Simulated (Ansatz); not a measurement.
Consider MoSe₂ (slab).

Input file:

```
crystal:
  lattice:
    - [3.2784043662, 0.0, 0.0]
    - [-1.6392021831, 2.839181465, 0.0]
    - [0.0, 0.0, 70.877581658]
  atoms:
    - { symbol: Se, position: [0.3333333333, 0.6666666667, 0.3415534491] }
    - { symbol: Mo, position: [0.6666666667, 0.3333333333, 0.3651902461] }
    - { symbol: Se, position: [0.3333333333, 0.6666666667, 0.3888220222] }
    - { symbol: Se, position: [0.6666666667, 0.3333333333, 0.4314756526] }
    - { symbol: Mo, position: [0.3333333333, 0.6666666667, 0.4550890085] }
    - { symbol: Se, position: [0.6666666667, 0.3333333333, 0.478702209] }
    - { symbol: Se, position: [0.3333333333, 0.6666666667, 0.521297791] }
    - { symbol: Mo, position: [0.6666666667, 0.3333333333, 0.5449109915] }
    - { symbol: Se, position: [0.3333333333, 0.6666666667, 0.5685243474] }
    - { symbol: Se, position: [0.6666666667, 0.3333333333, 0.6111779778] }
    - { symbol: Mo, position: [0.3333333333, 0.6666666667, 0.6348097539] }
    - { symbol: Se, position: [0.6666666667, 0.3333333333, 0.6584465509] }
  periodic: [true, true, false]
basis:
  ecutwfc: 420
kpoints:
  mp_grid: { grid: [9, 9, 1] }
hamiltonian:
  xc: lda
scf:
  occupations: { method: gaussian, width: 0.02 }
output:
  forces: true
  stress: true
  eigenvalues: true
  write_density: true
  write_potential: true
  elf: true
  volumetric_format: npy
relax:
  adjacent_minimum: "off"
  f_tol: 0.005
  max_steps: 50
  cell: { stress_2d_tol: 0.02 }
```

Command:

```sh
ansatz run input.yaml --threads 8 --pin off --max-ram 22528MiB --backend cpu --events-out ev --progress --plain --runs-dir out
```

The fields are those of the relaxed geometry.

Computed without spin polarisation.

The calculation used DFT LDA, scalar-relativistic, plane waves, PAW in Ansatz.

### What can the converged valence pseudo-density and electron localisation function tell about the bonding?

Mo–Se (2.50 Å): ρ at the midpoint is about 0.56 e/Å³; the ELF is about 0.50 at the midpoint.

### Metal or insulator at this level of theory?

It is gapped, with a Kohn–Sham gap of 0.95 eV on the k-point mesh, an upper bound to the gap of this method.

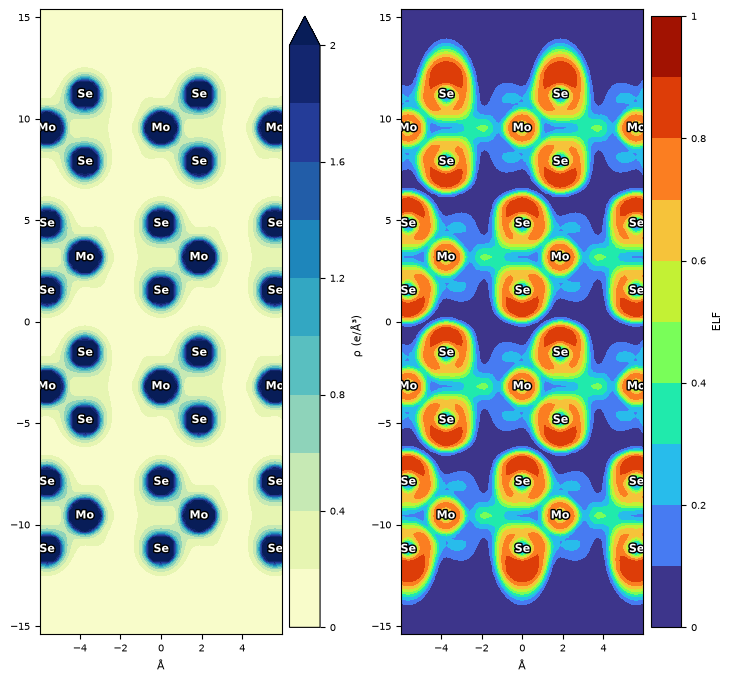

Computed valence pseudo-density and electron localisation function on the (110) plane of the calculation cell, a cut from vacuum to vacuum, in this order. 

In a PAW calculation such maps are meaningful between the atoms, not at the nuclei.
